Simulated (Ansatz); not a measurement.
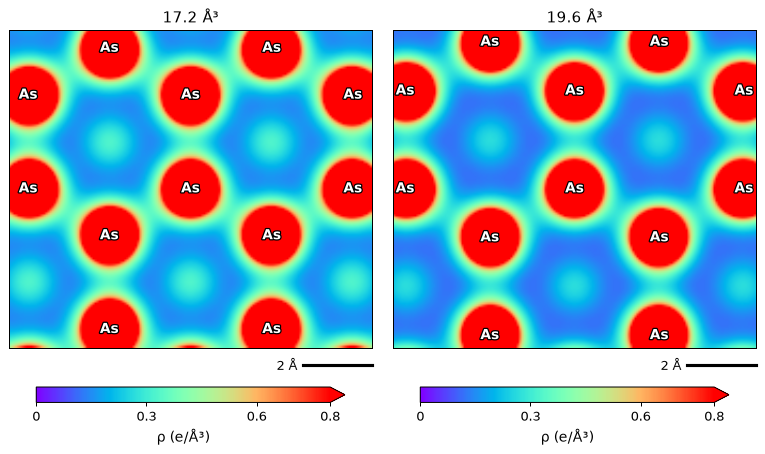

As. The valence electron density of cells scaled evenly to different volumes (given per atom above each panel), on the (001) plane of each (indices in the axes of the cell below), at one length scale and on one colour scale.

A generated structure, not necessarily the stable one; computed without spin polarisation.

Method: DFT, RPBE, plane waves (420 eV) with PAW, scalar-relativistic (Ansatz 0.2.0).

The density is the valence pseudo-density of a PAW calculation; it isn't the true density close to the nuclei.

The largest cell:

```
As
1.0
     4.88348    0.00000    0.00000
    -2.44174    4.22921    0.00000
     0.00000    0.00000    2.84764
As
3
Direct
  0.00000 0.00000 0.00000
  0.33333 0.66667 0.50000
  0.66667 0.33333 0.50000
```

| volume (Å³/atom) | As–As contact in the plane (Å) | ρ at its midpoint (e/Å³) | 
| --- | --- | --- |
| 17.25 | 2.702 | 0.349 | 
| 18.04 | 2.742 | ? | 
| 19.60 | 2.820 | 0.289 | 

> Estimate the missing row, and compare with the calculation.

Over the known rows ln ρ falls by 1.60 per Å of As–As distance (the line through the two), which gives 0.327 e/Å³ at 2.742 Å; the calculation gives 0.327 e/Å³.
